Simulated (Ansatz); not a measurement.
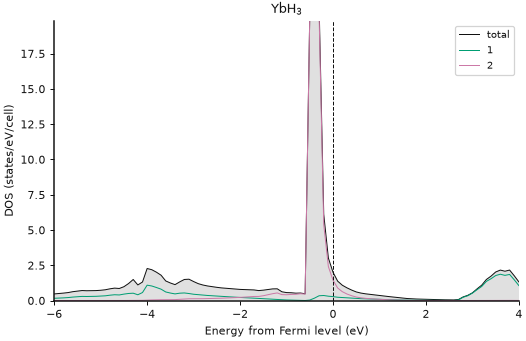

Density of states. Energies are counted from the Fermi level. The partial curves are projected on Löwdin-orthogonalised atomic shells.

Calculation on YbH3, space group Fm-3m (No. 225), 4 atoms in the cell, BiF3 type.

Method: DFT PBEsol, scalar-relativistic, plane waves, PAW, no spin polarisation, 10×10×10 k mesh, 420 eV cutoff, Gaussian smearing of 0.05 eV (Ansatz).

**Assign each number in the legend. The candidates: Yb 4f, Yb 5d.**

1 is Yb 5d; 2 is Yb 4f.

**Metal or insulator, and how many states lie at the Fermi level?**

It is a metal. The density of states at the Fermi level isn't well fixed here: it changes fast, and within 0.3 eV it runs from 0.9 to 21 per eV and cell.

The structure was built from a prototype or by substitution, so it need not be a known phase. Spin-orbit coupling is left out, which matters for Yb.
